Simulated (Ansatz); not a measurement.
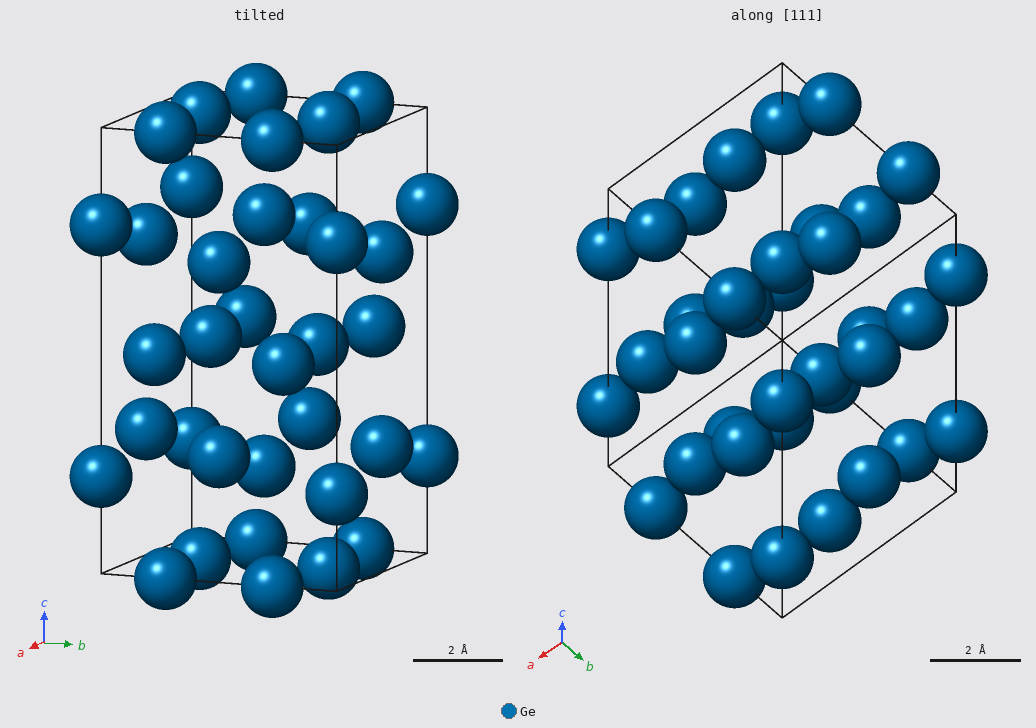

An orthographic spheres-only view of the structure, slightly off an axis and along [111]. The parallelepiped is the conventional unit cell. Cell: a = 5.261 Å, b = 5.771 Å, c = 10.231 Å, α = 90.00°, β = 90.00°, γ = 90.00°.

Summary of the structure:

- The element is germanium.
- Space group Fmmm (No. 69), lattice face-centred orthorhombic.
- The cell holds 16 atoms.

Starting structure: a structure listed in the Materials Project. Earlier steps of the study may have refined or changed the cell and positions. It went into a calculation with Ansatz.
